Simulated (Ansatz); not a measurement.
# Run report: Mo, geometry relaxation

Mo (Im-3m, 1 atom in the cell), computed with DFT, PBE, PAW with Ansatz's default frozen-core files, scalar-relativistic, no spin polarisation (Ansatz 0.2.0).

The structure was built on a prototype by a generator; it need not be a known phase. It belongs to a series of runs on one base structure; here: bcc relaxed, PAW files. Figures and captions count atoms from 1; the log counts them from 0 in places.

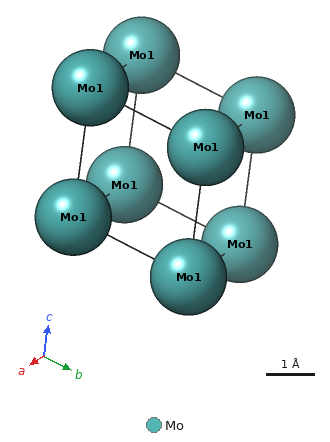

Fig. 1: The structure as given in the input (spheres-only view of the cell of the calculation, seen slightly off an axis; atoms are numbered from 1 in the order of the input).

Input file
```yaml
crystal:
  lattice:
    - [-1.5813925127, 1.5813925127, 1.5813925127]
    - [1.5813925127, -1.5813925127, 1.5813925127]
    - [1.5813925127, 1.5813925127, -1.5813925127]
  atoms:
    - { symbol: Mo, position: [0.0, 0.0, 0.0] }
kpoints:
  mp_grid: { grid: [18, 18, 18] }
scf:
  occupations: { method: fermi_dirac, width: 0.05 }
hamiltonian:
  xc: pbe
  pseudopotentials: { kind: paw }
output:
  forces: true
  stress: true
relax:
  f_tol: 0.005
  max_steps: 40
  cell: {}
```

Hardware: 1 thread of Arm Neoverse V1, 24 GiB of memory available, shared host.

Run as:
```bash
ansatz run input.yaml --threads 1 --pin off --max-ram 3072MiB --backend cpu --events-out ev --progress --plain --runs-dir out
```

Log
```
Engine: ansatz 0.2.0, aarch64-unknown-linux-gnu
Pseudopotentials: kind: paw
Pseudopotential: Mo, paw, valence charge 14, recommended cutoff 420 eV (normal), Mo.paw.azcp
Functional definition: PBE
  parameter kappa = 0.804
  parameter beta = 0.06672455060314922
  exchange = pbe_x(kappa = kappa, mu = beta*pi^2/3)
  correlation = pbe_c(beta = beta)
Crystal: 1 atoms, lattice volume = 15.819 Å³
Basis set: ecut = 420 eV, 321 PW (Γ), exchange–correlation on 40×40×40 points (8 copies of the dense FFT grid, shifted against one another)
Bands: 11, of which v1, the nominal top of the filled ones, is band 7 counted from 1 (6 counted from 0)
Symmetry: 48 space group operations
Space group: Im-3m (ITA 229), of the structure as read, at distance tolerance 2.5e-5 Å
k-points: 195 of 5832
Non-local potential: Mo, projectors of the file, l = 0: 3, l = 1: 2, l = 2: 2, l = 3: 1
PAW form: soft (Blöchl's): semilocal exchange-correlation on the pseudo side does not see the compensation charge
PAW one-centre angular grid: Mo, 590 points (default); XC on 64 Gauss nodes
Initial density: superposition of atomic densities (neutral atoms: chi_scale 0, normalization atom), corrected by the library's trained network
Initial wavefunctions: pseudopotential atomic-orbital guess
Functional: x = pbe(κ = 0.804, μ = 0.2195149727645171), c = pbe(β = 0.06672455060314922)
SCF iter   1: F=—  HF=-4956.022316 eV  |F-HF|=—  |Δ(HF+E_count)|=         —  Δρ=2.67e-3  dr2=6.10e-4  ethr=1.77e-3  ⟨swp⟩=5.1  Hψ=12615  notcnv=0
preconditioner: auto → none  [metal: Δε(μ)=0.039 eV  Ē_g=8.230 eV  σ=0.050 eV  W_gap=0.19  n_scr=0 (ndim 8)  ℏωp=22.9 eV  f_vac=0.000  D(μ)=0.57/eV (n_scr^D=0)]
SCF iter   2: F=—  HF=-4956.022262 eV  |F-HF|=—  |Δ(HF+E_count)|=   5.40e-5  Δρ=1.31e-3  dr2=1.06e-4  ethr=4.36e-6  ⟨swp⟩=2.7  Hψ=4971  notcnv=0
SCF iter   3: F=—  HF=-4956.022277 eV  |F-HF|=—  |Δ(HF+E_count)|=   1.46e-5  Δρ=2.99e-4  dr2=9.85e-6  ethr=7.56e-7  ⟨swp⟩=2.0  Hψ=3499  notcnv=0
SCF iter   4: F=—  HF=-4956.022275 eV  |F-HF|=—  |Δ(HF+E_count)|=   1.73e-6  Δρ=5.73e-5  dr2=1.81e-7  ethr=7.04e-8  ⟨swp⟩=2.1  Hψ=2647  notcnv=0
iter 5 did not close the SCF: its close was put off for the readings that it lacked (scf_convergence_deferred on its scf_iter line)
SCF iter   5: F=-4956.022275 eV  HF=-4956.022275 eV  |F-HF|=3.37e-8  |Δ(HF+E_count)|=   7.97e-9  Δρ=2.70e-5  dr2=4.55e-8  ethr=1.29e-9  ⟨swp⟩=2.0  Hψ=3505  notcnv=0
SCF iter   6: F=-4956.022275 eV  HF=-4956.022275 eV  |F-HF|=3.75e-9  |Δ(HF+E_count)|=   1.69e-8  Δρ=9.81e-6  dr2=5.30e-9  ethr=3.25e-10  ⟨swp⟩=2.0  Hψ=7309  notcnv=0
SCF 1 converged in 6 iterations: F = -4956.022275 eV  dr2 = 5.30e-9
  greatest PAW one-centre occupation: 0.998 electrons in one spin orbital (limit 2), on the Mo atom at site 0 (counted from 0), in its partial waves of l = 0
relax step   1: F+E_penalty+E_count = -4956.02227483 eV  Δ(F+E_penalty+E_count) = +0.000e0 eV  max|allowed force component| = 0.000e0 eV/Å  Δτ_max = 0.0000 Å  P = -0.550 GPa  Ω = 15.819 Å³  (6 SCF iters, dr2 threshold 1.00e-7 eV, accepted)
Crystal: 1 atoms, lattice volume = 15.717 Å³
Initial density: handed on by an earlier stage of this run
Initial wavefunctions: those handed on with the density
iter 1 solved again at ethr=7.26e-8 eV; its pass at ethr=3.10e-3 eV (dr2=1.02e-5 eV) is discarded
SCF iter   1: F=—  HF=-4956.022119 eV  |F-HF|=—  |Δ(HF+E_count)|=         —  Δρ=3.71e-4  dr2=8.01e-6  ethr=7.26e-8  ⟨swp⟩=2.2  Hψ=15129  notcnv=0
preconditioner: auto → none  [metal: Δε(μ)=0.023 eV  Ē_g=8.283 eV  σ=0.050 eV  W_gap=0.12  n_scr=0 (ndim 8)  ℏωp=22.9 eV  f_vac=0.000  D(μ)=0.56/eV (n_scr^D=0)]
SCF iter   2: F=—  HF=-4956.022122 eV  |F-HF|=—  |Δ(HF+E_count)|=   3.00e-6  Δρ=1.92e-4  dr2=1.88e-6  ethr=5.72e-8  ⟨swp⟩=1.0  Hψ=2145  notcnv=0
SCF iter   3: F=—  HF=-4956.022123 eV  |F-HF|=—  |Δ(HF+E_count)|=   1.28e-6  Δρ=3.04e-5  dr2=1.40e-7  ethr=1.34e-8  ⟨swp⟩=2.0  Hψ=3323  notcnv=0
SCF iter   4: F=-4956.022123 eV  HF=-4956.022123 eV  |F-HF|=5.88e-10  |Δ(HF+E_count)|=   5.46e-8  Δρ=6.12e-6  dr2=2.00e-9  ethr=7.14e-10  ⟨swp⟩=4.0  Hψ=6704  notcnv=0
SCF 2 converged in 4 iterations: F = -4956.022123 eV  dr2 = 2.00e-9
relax step   2: F+E_penalty+E_count = -4956.02212314 eV  Δ(F+E_penalty+E_count) = +1.517e-4 eV  max|allowed force component| = 0.000e0 eV/Å  Δτ_max = 0.0000 Å  P = +1.132 GPa  Ω = 15.717 Å³  energy of the carried Pulay correction = +2.977e-5 eV  (4 SCF iters, dr2 threshold 1.00e-7 eV, rejected (line search))
Crystal: 1 atoms, lattice volume = 15.786 Å³
iter 1 solved again at ethr=3.21e-8 eV; its pass at ethr=3.10e-3 eV (dr2=4.50e-6 eV) is discarded
SCF iter   1: F=—  HF=-4956.022341 eV  |F-HF|=—  |Δ(HF+E_count)|=         —  Δρ=2.47e-4  dr2=3.57e-6  ethr=3.21e-8  ⟨swp⟩=2.2  Hψ=15149  notcnv=0
preconditioner: auto → none  [metal: Δε(μ)=0.029 eV  Ē_g=8.246 eV  σ=0.050 eV  W_gap=0.14  n_scr=0 (ndim 8)  ℏωp=22.9 eV  f_vac=0.000  D(μ)=0.57/eV (n_scr^D=0)]
SCF iter   2: F=—  HF=-4956.022343 eV  |F-HF|=—  |Δ(HF+E_count)|=   1.98e-6  Δρ=1.27e-4  dr2=8.37e-7  ethr=2.55e-8  ⟨swp⟩=1.0  Hψ=2145  notcnv=0
SCF iter   3: F=—  HF=-4956.022342 eV  |F-HF|=—  |Δ(HF+E_count)|=   9.77e-8  Δρ=2.02e-5  dr2=6.23e-8  ethr=5.98e-9  ⟨swp⟩=2.0  Hψ=3323  notcnv=0
SCF iter   4: F=—  HF=-4956.022342 eV  |F-HF|=—  |Δ(HF+E_count)|=   2.43e-8  Δρ=4.12e-6  dr2=8.89e-10  ethr=4.45e-10  ⟨swp⟩=2.2  Hψ=3206  notcnv=0
SCF iter   5: F=—  HF=-4956.022342 eV  |F-HF|=—  |Δ(HF+E_count)|=  4.91e-11  Δρ=1.23e-6  dr2=1.83e-10  ethr=6.35e-12  ⟨swp⟩=2.0  Hψ=3514  notcnv=0
SCF iter   6: F=-4956.022342 eV  HF=-4956.022342 eV  |F-HF|=2.73e-12  |Δ(HF+E_count)|=  7.73e-11  Δρ=2.21e-7  dr2=5.72e-12  ethr=1.00e-12  ⟨swp⟩=3.3  Hψ=9095  notcnv=0
SCF 3 converged in 6 iterations: F = -4956.022342 eV  dr2 = 5.72e-12
relax step   3: F+E_penalty+E_count = -4956.02234245 eV  Δ(F+E_penalty+E_count) = -6.762e-5 eV  max|allowed force component| = 0.000e0 eV/Å  Δτ_max = 0.0000 Å  P = -0.004 GPa  Ω = 15.786 Å³  energy of the carried Pulay correction = +9.762e-6 eV  (6 SCF iters, accepted)
Initial wavefunctions: pseudopotential atomic-orbital guess (no wavefunctions were taken with the density)
iter 1 solved again at ethr=2.33e-8 eV; its pass at ethr=3.10e-3 eV (dr2=3.26e-6 eV) is discarded
SCF iter   1: F=—  HF=-4956.022330 eV  |F-HF|=—  |Δ(HF+E_count)|=         —  Δρ=6.28e-6  dr2=8.35e-10  ethr=2.33e-8  ⟨swp⟩=3.2  Hψ=19032  notcnv=0
SCF iter   2: F=—  HF=-4956.022330 eV  |F-HF|=—  |Δ(HF+E_count)|=   5.21e-7  Δρ=3.20e-6  dr2=2.10e-10  ethr=5.97e-12  ⟨swp⟩=2.2  Hψ=3530  notcnv=0
SCF iter   3: F=-4956.022330 eV  HF=-4956.022330 eV  |F-HF|=0.00e0  |Δ(HF+E_count)|=  1.38e-10  Δρ=2.53e-7  dr2=2.97e-12  ethr=1.00e-12  ⟨swp⟩=3.7  Hψ=9405  notcnv=0
SCF 4 converged in 3 iterations: F = -4956.022330 eV  dr2 = 2.97e-12
relax step   4: F+E_penalty+E_count = -4956.02232954 eV  Δ(F+E_penalty+E_count) = +1.291e-5 eV  max|allowed force component| = 0.000e0 eV/Å  Δτ_max = 0.0000 Å  P = -0.003 GPa  Ω = 15.786 Å³  stress off target by 3.08e-3 GPa  SCF on the basis re-selected at this cell (its energy is not comparable with the rows above)  (3 SCF iters)
```

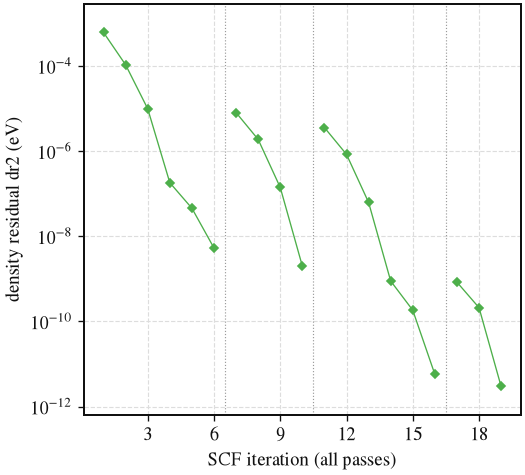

Fig. 2: Convergence of the self-consistent field: density residual dr2 against the SCF iteration. The dotted lines part the SCF passes of the relaxation: geometry steps, rejected trials and re-solves on a re-selected basis. The passes take 6, 4, 6 and 3 iterations.

```
basis re-selected at this cell: Δ(F+E_penalty+E_count) = +1.291e-5 eV, ΔP = +0.001 GPa vs the last step (what re-selecting the basis moved, of the pressure what is left beyond the Pulay correction that the steps carried, after the strain that the cell walked since its last selection, with what the two solves' SCF thresholds leave and, on support functions, any second-order correction that the steps lacked; it is no measure of the basis error at this ecutwfc). This SCF's stress stands 3.08e-3 GPa from its target on what of the cell is left free (relax.cell.stress_tol is 5.00e-2 GPa) and its largest allowed force component is 0.00e0 eV/Å (relax.f_tol is 5.00e-3 eV/Å): within both
SCF converged after 3 iterations
Free energy (F): -4956.022330 eV
Harris-Foulkes:  -4956.022330 eV  (|F-HF|=0.00e0)
Internal energy: -4956.017462 eV  (E = F + TS)
E sigma→0 (E₀):  -4956.019896 eV
Entropy (-TS):   -0.004867 eV (-4.867 meV/atom)
Fermi energy:    20.883139 eV
--- Per-component energies (eV) ---
  E_band       = -58.068323
  E_kinetic    = 440.618938
  E_local      = -790.854370  (includes V_loc(G=0)·N_el)
  E_nonlocal   = 142.546471
  E_hartree    = 261.230093
  E_xc         = -183.491259
  E_vxc        = -229.012073  (∫ρ·V_xc dr)
  E_paw        = -3201.176124  (= ΣΔE_a)
  E_vpaw       = -143.827528  (= ΣTr[D̂ρ^β])
  E_aug_tail   = 0.000042  (compensation charges beyond the density's cutoff)
  E_ewald      = -1624.891253
  E_smearing   = -0.004867  (= −TS)
  E_closure    = 0.000000  (closes the sum)
  Σ components = -4956.022330   (vs F -4956.022330, Δ=0.00e0)
--- Forces (eV/Å), atoms counted from 1 ---
  atom   1  Mo    -0.00000000     0.00000000     0.00000000
  max |Σ_I F_I| component: 7.19e-33 eV/Å
--- Stress (GPa, compression-positive) ---
       -0.003084       0.000000       0.000000
       -0.000000      -0.003084      -0.000000
        0.000000       0.000000      -0.003084
  P = ⅓ Tr σ = -0.0031 GPa (-0.031 kbar)
--- Relaxed structure (3 steps of the walk, 2 accepted, 1 SCFs on fresh bases) ---
  F+E_penalty+E_count = -4956.02232954 eV   max|allowed force component| = 0.000e0 eV/Å   (the final SCF, on the basis selected at the relaxed cell)
  cell:  # Å, volume = 15.7856 Å³
    - [-1.5802780017982572, 1.5802780017982572, 1.5802780017982572]
    - [1.5802780017982572, -1.5802780017982572, 1.5802780017982572]
    - [1.5802780017982572, 1.5802780017982572, -1.5802780017982572]
  atoms:
    - { symbol: Mo, position: [0.0, 0.0, 0.0] }
```

Trajectory as extended XYZ (Å, eV, eV/Å), 4 frames, from step=1 to step=4
```
1
Lattice="-1.5814 1.5814 1.5814 1.5814 -1.5814 1.5814 1.5814 1.5814 -1.5814" Properties=species:S:1:pos:R:3:forces:R:3 step=1 energy=-4956.02228 pressure_GPa=-0.55
Mo    0.0000    0.0000    0.0000    0.0000   0.0000   0.0000
1
Lattice="-1.5780 1.5780 1.5780 1.5780 -1.5780 1.5780 1.5780 1.5780 -1.5780" Properties=species:S:1:pos:R:3:forces:R:3 step=2 energy=-4956.02212 pressure_GPa=1.13 accepted=F
Mo    0.0000    0.0000    0.0000    0.0000   0.0000   0.0000
1
Lattice="-1.5803 1.5803 1.5803 1.5803 -1.5803 1.5803 1.5803 1.5803 -1.5803" Properties=species:S:1:pos:R:3:forces:R:3 step=3 energy=-4956.02234 pressure_GPa=-0.00
Mo    0.0000    0.0000    0.0000    0.0000   0.0000   0.0000
1
Lattice="-1.5803 1.5803 1.5803 1.5803 -1.5803 1.5803 1.5803 1.5803 -1.5803" Properties=species:S:1:pos:R:3:forces:R:3 step=4 energy=-4956.02233 pressure_GPa=-0.00
Mo    0.0000    0.0000    0.0000    0.0000   0.0000   0.0000
```

Summary

- outcome: converged
- space group (tolerance 0.01 Å): Im-3m (229)
- electrons treated: 14
- free energy: −4956.0223 eV
- Fermi energy: 20.883 eV
- pressure: 0.00 GPa
- final volume: 15.79 Å³
- largest force (length of the vector) at the end: under 0.001 eV/Å
- final cell: a = 2.737 Å, b = 2.737 Å, c = 2.737 Å, α = 109.47°, β = 109.47°, γ = 109.47°
- wall time: 7.7 s
- peak memory: 0.3 GiB
